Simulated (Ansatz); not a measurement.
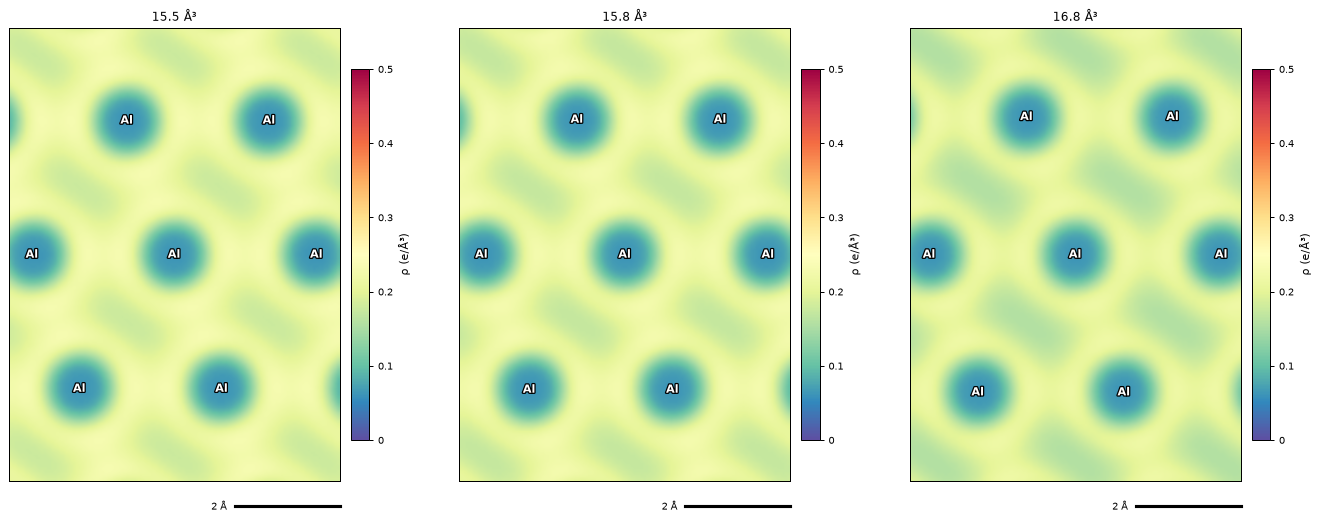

Al. The valence charge density (pseudo) of cells scaled evenly to different volumes (given per atom above each panel), on the (100) plane of each (indices in the axes of the cell below), at one length scale and on one colour scale.

A structure from a database of computed crystals, not necessarily the ambient phase.

The calculation used Ansatz, Kohn-Sham DFT of a periodic cell, HSE06, Ansatz PAW.

Core electrons are frozen (PAW), and the valence fields are smoothed inside the atomic spheres.

The largest cell:

```xyz
1
Lattice="-1.6224 1.6224 1.6224 1.6224 -1.6224 1.6224 1.6224 1.6224 -1.6224" Properties=species:S:1:pos:R:3 pbc="T T T"
Al    0.0000    0.0000    0.0000
```

| volume (Å³/atom) | Al–Al contact in the plane (Å) | ρ at its midpoint (e/Å³) | pressure (GPa) | 
| --- | --- | --- | --- |
| 15.47 | 2.719 | 0.226 | 6.3 | 
| 15.79 | 2.738 | 0.221 | 4.6 | 
| 16.44 | 2.774 | ? | ? | 
| 16.76 | 2.792 | 0.207 | 0.3 | 
| 17.08 | 2.810 | 0.203 | −0.9 | 

Question: What values belong in the row with question marks?

Answer: Over the known rows ln ρ falls by 1.19 per Å of Al–Al distance (a least-squares line), which gives 0.212 e/Å³ at 2.774 Å; the calculation gives 0.212 e/Å³. For the pressure, a straight line in volume between the neighbouring rows gives 1.7 GPa; the calculation gives 1.7.
